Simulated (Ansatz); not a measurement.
# Al3O2: what the fields show

```yaml
crystal:
  lattice:
    - [2.89143, 0.00000, 0.00000]
    - [-1.44572, 2.50406, 0.00000]
    - [0.00000, 0.00000, 38.38784]
  atoms:
    - { symbol: Al, position: [0.00000, 0.00000, 0.00000] }
    - { symbol: Al, position: [0.66667, 0.33333, 0.33333] }
    - { symbol: Al, position: [0.33333, 0.66667, 0.66667] }
    - { symbol: Al, position: [0.00000, 0.00000, 0.19914] }
    - { symbol: Al, position: [0.66667, 0.33333, 0.53247] }
    - { symbol: Al, position: [0.33333, 0.66667, 0.86581] }
    - { symbol: Al, position: [0.66667, 0.33333, 0.13419] }
    - { symbol: Al, position: [0.33333, 0.66667, 0.46753] }
    - { symbol: Al, position: [0.00000, 0.00000, 0.80086] }
    - { symbol: O, position: [0.33333, 0.66667, 0.11566] }
    - { symbol: O, position: [0.00000, 0.00000, 0.44900] }
    - { symbol: O, position: [0.66667, 0.33333, 0.78233] }
    - { symbol: O, position: [0.33333, 0.66667, 0.21767] }
    - { symbol: O, position: [0.00000, 0.00000, 0.55100] }
    - { symbol: O, position: [0.66667, 0.33333, 0.88434] }
```

Space group R-3m; started from the tetradymite_166 prototype, which need not be the ambient phase; computed without spin polarisation.

Level of theory: DFT PBE, scalar-relativistic, plane waves, PAW (Ansatz 0.2.0).

Core electrons are frozen (PAW), and the valence fields are smoothed inside the atomic spheres.

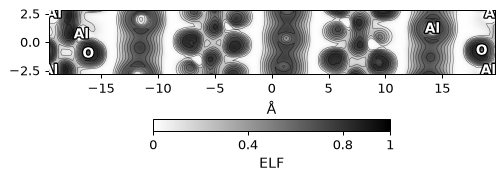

Figure 1. ELF on the (111) plane of the conventional cell.

### What do the fields say about this system?

- The plane passes through Al and O nuclei.
- Atoms just off the plane (Al, 0.3 Å away and O, 0.4 Å away) can leave unmarked features too.
- Al–O (1.81 Å): the ELF peaks at about 0.85 in the valence shell of O, 0.7 Å from its nucleus, and is about 0.80 at the midpoint.
- The ELF also peaks beside Al and O, away from the bonds: lone-pair regions.

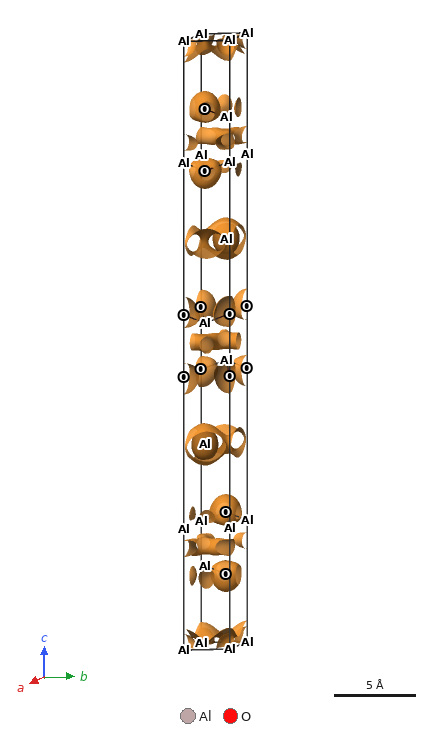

Figure 2. Isosurface of the ELF at 0.65 (orange), seen slightly off an axis. Core shells and regions of very low density are left out. Sticks mark near contacts.

### What do the ELF domains correspond to?

At this value the surface marks out six regions on O in which the atom's valence shell and bonds are merged and sheets that run through the cell in two directions, counted in one cell of 15 atoms. Regions shared between cells count once.

### Metal or insulator at this level of theory?

It is metallic or semimetallic at this level of theory: no gap opens.
